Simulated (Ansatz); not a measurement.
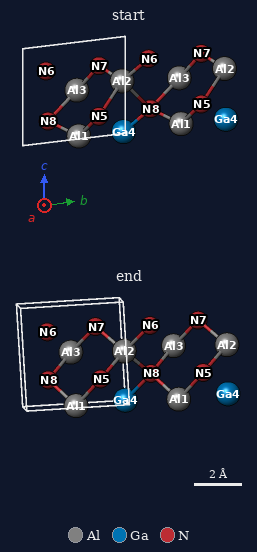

The structure of crystalline Al₃GaN₄ (set up in P1) before (top) and after (bottom) a relaxation, at one scale.

Style: ball-and-stick. Shown: the cell of the calculation, repeated 1 × 2 × 1 with one cell outlined, along the a axis.

Case: all atoms moved at random, sigma 0.15 Å for each component, cell strained at random, sigma 0.06; relaxed back.

All numbers below come from DFT r2SCAN, scalar-relativistic, plane waves, PAW (Ansatz 0.2.0). (plane-wave cutoff 500 eV; k-point mesh 6 × 6 × 6; occupations gaussian; smearing width 0.05 eV; no spin polarisation; cell and atoms relaxed; force threshold 0.01 eV/Å; at most 80 steps)

**What changed between the two?**

After 6 accepted moves (8 points after the start) the energy has fallen by 1101 meV per atom. Largest force component: 14 eV/Å at the start, 0.00044 eV/Å at the end. The pressure goes from 37.44 to 0.00 GPa. At 2 points the geometry stayed and the basis and grid were re-selected for the new cell (energy shift of 0.7 meV per atom at most each time). The largest moves relative to the cell, 0.28 Å, are those of N5 and N8. N8 goes roughly along [3 0 2]. Largest moves by element: N 0.28 Å, Al 0.26 Å, Ga 0.18 Å. The drawn cell changes as follows: a 4.527 → 4.401 Å (−2.8 %), b 4.422 → 4.401 Å (−0.5 %), c 4.162 → 4.401 Å (+5.7 %), α 83.6° → 90.0°, β 84.7° → 90.0°, γ 94.2° → 90.0°; the volume changes by +3.8 %. Some distances before and after: Al2–N7 1.444 → 1.892 Å, Al1–N6 2.269 → 1.892 Å, Ga4–N5 1.576 → 1.948 Å, Al2–N5 2.246 → 1.892 Å. Bond angles that change, for instance: N5–Al1–N8 128.9° → 107.1°, Al3–N8–Ga4 128.8° → 108.3°, Al1–N8–Al3 91.7° → 110.6°. The space group (tolerance 0.01 Å) goes from P1 (No. 1) to P-43m (No. 215).
